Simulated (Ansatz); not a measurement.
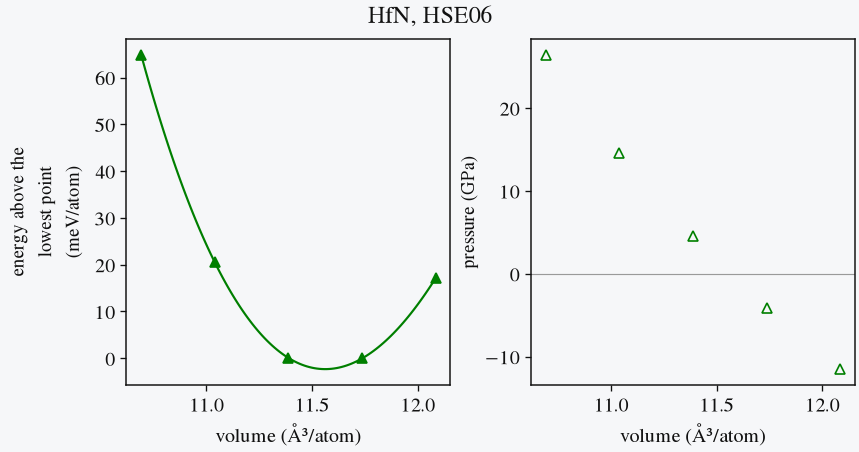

Method: equation of state of a cubic crystal from periodic Kohn-Sham density functional theory without spin, third-order Birch-Murnaghan fit to the free energies; pressure corrected for the finite basis (Ansatz 0.2.0 development build). Level: HSE06.

structure type rock salt; atoms in cell 2; space group number 225; lattice centring face-centred primitive; k mesh 4×4×4; occupation method Fermi–Dirac; occupation width 0.1 eV; wave cutoff 490 eV; datasets all-electron datasets; density tolerance 1e−09 eV; bands 22; density cutoff ratio 4; dirac inner shells no; nucleus point; search for lower states default; exchange singularity regularized.

Caption: Energy above the lowest point and pressure against volume for HfN, space group Fm-3m (No. 225) (one of a set of cubic test structures, which need not be the stable phase).

A third-order Birch–Murnaghan fit gives V0 = 11.56 Å³/atom, B0 = 285 GPa and B′ = 4.4. The energy above the lowest point is 64.9 meV/atom at volume 10.69 Å³/atom and 17.1 meV/atom at 12.08 Å³/atom; the lowest computed point is at volume 11.74 Å³/atom (0.0 meV/atom), and no other minimum shows. The pressure falls from 26.5 GPa at volume 10.69 Å³/atom to −11.5 GPa at 12.08 Å³/atom, and changes sign near 11.57 Å³/atom.

Caveats: coarse k-mesh, values are not converged in k.
